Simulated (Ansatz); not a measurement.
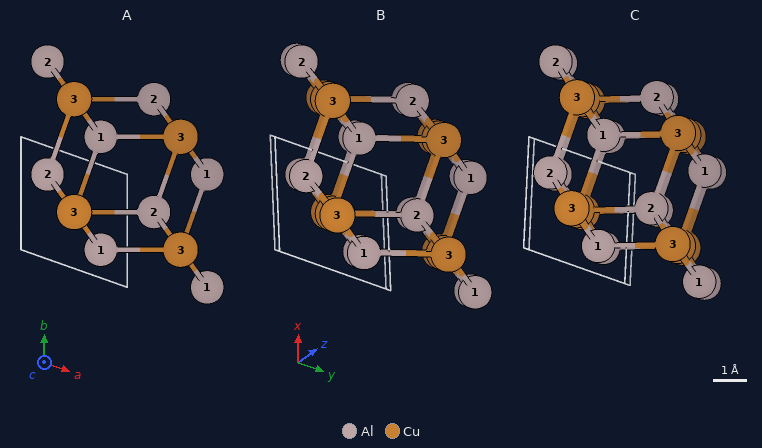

Energy scan for crystalline Al2Cu (Fm-3m), in which the cell is strained along y alone, with the atoms kept at their fractional coordinates. x, y and z are the Cartesian axes of the input. The picture is a ball-and-stick view of the cell of the calculation, repeated 2 × 2 × 2 with one cell outlined, seen along the c axis.

Level of theory: DFT r2SCAN, scalar-relativistic, plane waves, PAW in Ansatz. Set-up: plane-wave cutoff 500 eV; k-point mesh 16 × 16 × 16; occupations gaussian; smearing width 0.15 eV; no spin polarisation. Energies (free energies at the smearing named) are counted from the relaxed crystal.

Rank the frames from lowest to highest energy.

Lowest first: A (the strain 0.00, 0.0 meV/atom), B (the strain 0.0875, 68.6 meV/atom), C (the strain −0.10, 124.2 meV/atom). Over the whole scan: of the computed points the lowest is at the strain 0.00, 0.0 meV/atom. At the ends of the scan the energy is 124.2 meV/atom (−0.10) and 86.9 meV/atom (0.10). The distortion takes the space group from Fm-3m to Immm. At the strain −0.10 the cell of the drawing goes a 4.055 → 3.957 Å, b 4.055 → 3.957 Å, c 4.055 → 3.957 Å, α 120.0° → 118.4°, β 120.0° → 125.1°, γ 90.0° → 87.1°.
